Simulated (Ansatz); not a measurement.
MgO

Input

```
crystal:
  lattice:
    - [0.0039941181, 2.1021674168, 2.1021674168]
    - [2.1021674168, 0.0039941181, 2.1021674168]
    - [2.1061615349, 2.1061615349, 0.0]
  atoms:
    - { symbol: Mg, position: [0.0, 0.0, 0.0] }
    - { symbol: O, position: [0.5, 0.5, 0.5] }
kpoints:
  mp_grid: { grid: [10, 10, 10] }
  band_path:
    path:
      - [0.0, 0.0, 0.0]
      - [0.5, 0.0, 0.5]
      - [0.625, 0.25, 0.625]
      - [0.375, 0.375, 0.75]
      - [0.5, 0.5, 0.5]
      - [0.5, 0.25, 0.75]
    npoints: 1
hamiltonian:
  xc: pbe
scf:
  occupations: { method: fermi_dirac, width: 0.02 }
  n_extra_bands: 4
output:
  forces: true
  stress: true
  eigenvalues: true
  write_density: true
  write_potential: true
  elf: true
  volumetric_format: npy
```

Run with:

```sh
ansatz run input.yaml --threads 4 --pin off --max-ram 3686MiB --backend cpu --events-out ev --progress --plain --runs-dir out
```

Below, planes, directions and counts refer to the standardised cell (a = 4.20 Å, b = 4.20 Å, c = 4.20 Å, α = 90.00°, β = 90.00°, γ = 89.78°).

Space group Immm; started from the rocksalt prototype, which need not be the ambient phase; changed on purpose from its base cell (shear xy strain +0.4%); computed pressure about 6 GPa in this cell.

Method: Ansatz, DFT, PBE, plane waves, PAW.

In a PAW calculation such maps are meaningful between the atoms, not at the nuclei.

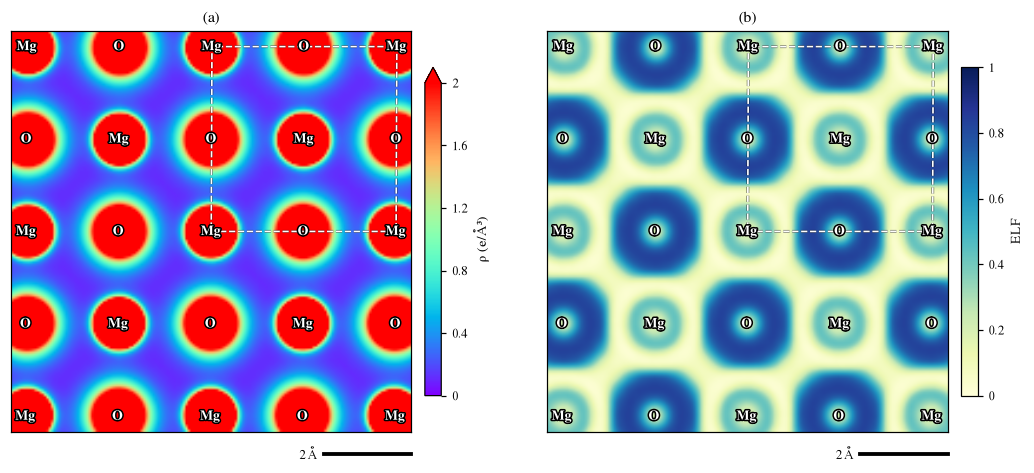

Figure 1. (a) valence pseudo-density; (b) electron localisation function on the (001) plane of the standardised cell.

Describe what can be read from this map.

Answer.
- The plane passes through Mg and O nuclei.
- Mg–O (2.10 Å): ρ at the midpoint is about 0.34 e/Å³; the ELF peaks at about 0.85 in the valence shell of O, 0.6 Å from its nucleus, and is about 0.35 at the midpoint; an ionic contact with no shared pair.
- Between the atoms the lowest density in this plane is 0.12 e/Å³.

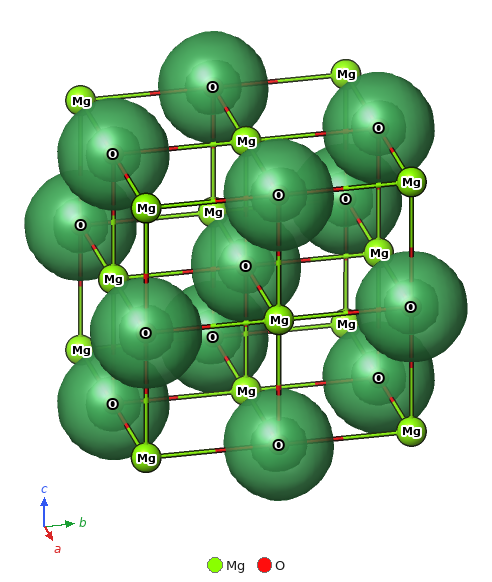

Figure 2. Isosurface of the ELF at 0.75 (green), seen at an oblique angle. Core shells and regions of very low density are left out. Sticks mark near contacts.

Where are the electrons localised?

Answer. The surface consists of four regions wrapped around O (the valence shell of each), counted in one cell of 8 atoms. Regions shared between cells count once.

Metal or insulator at this level of theory?

Answer. It is gapped, with a Kohn–Sham gap of 4.8 eV on the k-point mesh, an upper bound to the gap of this method.
